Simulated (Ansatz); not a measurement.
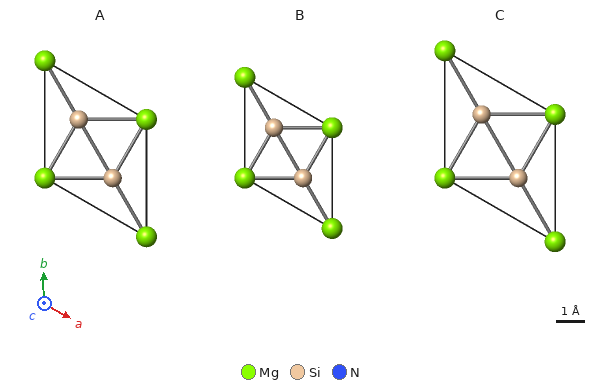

3 geometries from one relaxation of crystalline MgSi₂N (a generated structure, set up in P6/mmm) (coarse preliminary run), in shuffled order. A ball-and-stick model of the cell of the calculation, seen along the c axis.

Method: DFT PBE, scalar-relativistic, plane waves, PAW in Ansatz 0.2.0. (plane-wave cutoff 420 eV; k-point mesh 6 × 6 × 4; occupations gaussian; smearing width 0.1 eV; collinear spin; cell and atoms relaxed; force threshold 0.04 eV/Å; at most 70 steps)

Put them in the order of the run, from the start to the converged end.

Answer. B, A, C. They are steps 0, 4, 13, at +1982 meV per atom, +331 meV per atom relative to the last. Over 11 accepted moves (13 points after the start) the energy falls by 1982 meV per atom. All forces vanish by symmetry, so only the cell relaxes. The pressure goes from 54.86 to −0.04 GPa. At 2 points the geometry stayed and the basis and grid were re-selected for the new cell (energy shift of 53.0 meV per atom at most each time). No atom moves by more than 0.005 Å relative to the cell. The volume changes by +19.2 %, with a = b 3.705 → 4.680 Å (+26.3 %), c 5.138 → 3.837 Å (−25.3 %). Among the contacts that change: Mg–N 2.569 → 1.918 Å, Mg–Si 2.139 → 2.702 Å, Si–Si 2.139 → 2.702 Å. The space group stays P6/mmm (No. 191). The program noted that the starting moments weren't kept. Cost: 95 s on 1 thread of AMD EPYC (Zen 3), with other jobs on the host, peak memory 0.38 GiB.
